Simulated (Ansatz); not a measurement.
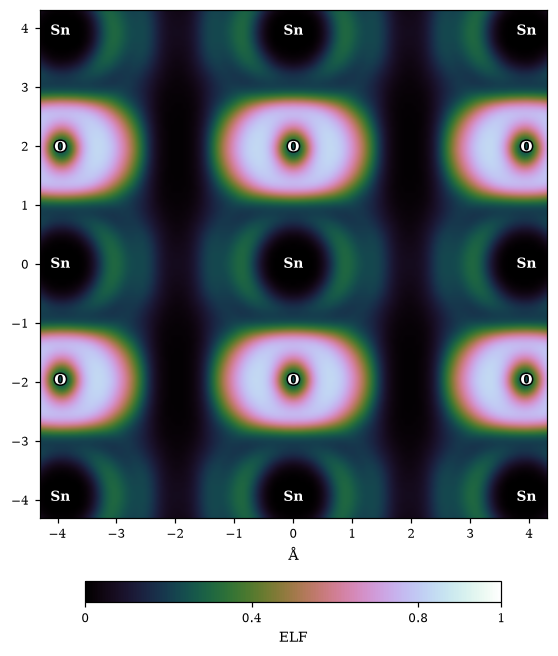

Figure 1: SnO2. Electron localisation function on the (001) plane of the conventional cell.

Space group P4₂/mmc; a structure generated by program, which may or may not match a known phase.

Level of theory: Ansatz, DFT PBE, scalar-relativistic, plane waves, PAW.

Core electrons are frozen (PAW), and the valence fields are smoothed inside the atomic spheres.

**What do the fields say about this system?**

Atoms in the plane: Sn and O. Sn–O (1.98 Å): the ELF peaks at about 0.75 in the valence shell of O, 0.6 Å from its nucleus, and is about 0.25 at the midpoint; no localised pair shows between them. The ELF also peaks beside O, away from the bonds: lone-pair regions.

**Does the calculation give a band gap?**

It is gapless in this calculation (a metal or semimetal).
